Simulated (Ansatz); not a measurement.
Al8H (slab)

```yaml
crystal:
  lattice:
    - [2.83628, 0.00000, 0.00000]
    - [-1.41814, 2.45629, 0.00000]
    - [0.00000, 0.00000, 35.31376]
  atoms:
    - { symbol: Al, position: [0.33333, 0.66667, 0.24070] }
    - { symbol: Al, position: [0.00000, 0.00000, 0.30669] }
    - { symbol: Al, position: [0.66667, 0.33333, 0.37269] }
    - { symbol: Al, position: [0.00000, 0.00000, 0.43868] }
    - { symbol: Al, position: [0.33333, 0.66667, 0.50393] }
    - { symbol: Al, position: [0.00000, 0.00000, 0.57020] }
    - { symbol: Al, position: [0.66667, 0.33333, 0.63623] }
    - { symbol: Al, position: [0.00000, 0.00000, 0.71190] }
    - { symbol: H, position: [0.33333, 0.66667, 0.67235] }
```

Computed without spin polarisation.

Level of theory: Ansatz, DFT PBEsol, scalar-relativistic, plane waves, PAW.

What can the converged valence pseudo-density and electron localisation function tell about the bonding?

Al–Al (2.84 Å): ρ at the midpoint is about 0.21 e/Å³; the ELF peaks at about 0.70 between the atoms.

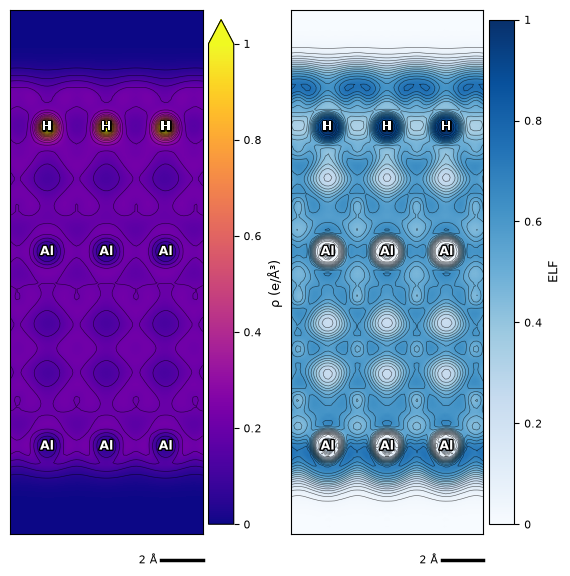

Computed valence pseudo-density and electron localisation function on the (010) plane of the calculation cell, a cut from vacuum to vacuum, in this order. Atoms just off the plane (Al, 0.8 Å away) can leave unmarked features too.

Core electrons are frozen (PAW), and the valence fields are smoothed inside the atomic spheres.
